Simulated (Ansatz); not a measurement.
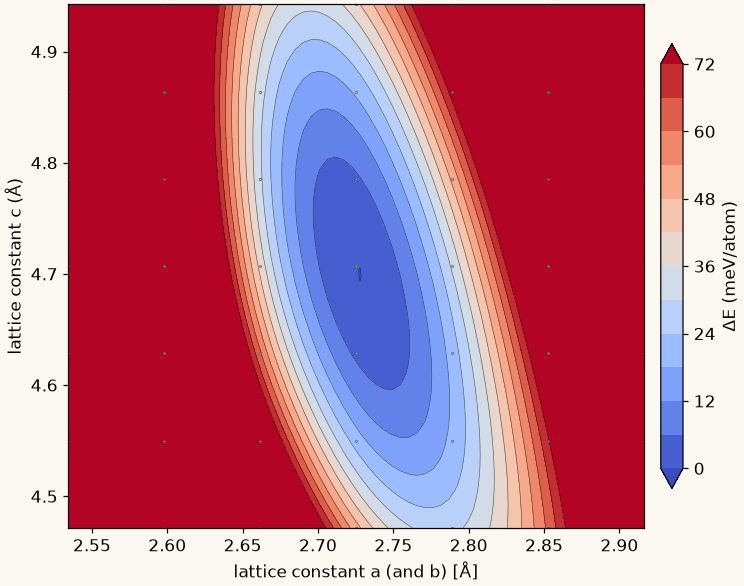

Pt (P6_3/mmc, No. 194; 2 atoms in the cell). The energy is mapped over the lattice constants a and c of the conventional cell. The first coordinate is: lattice constant a (and b); the second: lattice constant c. Nothing is relaxed (symmetry fixes all fractional coordinates). The grid has 7 × 7 points. Energies: meV/atom, counted from the lowest grid point. Theory: DFT PBEsol, scalar-relativistic, plane waves, PAW in Ansatz. Settings: cutoff 420 eV, k-mesh 18×18×10 in the order of the run's cell vectors, gaussian smearing 0.15 eV, no spin polarisation.

Drawn: filled contours, dots at the grid points, one colour for all values above the top of the scale. Between grid points the surface is interpolated.

Question: Where is the minimum, and how stiff is the well along each coordinate?

Answer: The interpolated minimum is at lattice constant a (and b) ≈ 2.727 Å, lattice constant c ≈ 4.701 Å. The curvatures there are about 35 eV/Å² and 3.3 eV/Å², with a cross term of about 5.9 eV/Å² (per cell of 2 atoms). Round the minimum the valley is somewhat tilted: raising lattice constant a (and b) shifts the best value of lattice constant c downwards (coupling k₁₂/√(k₁₁k₂₂) about 0.5).
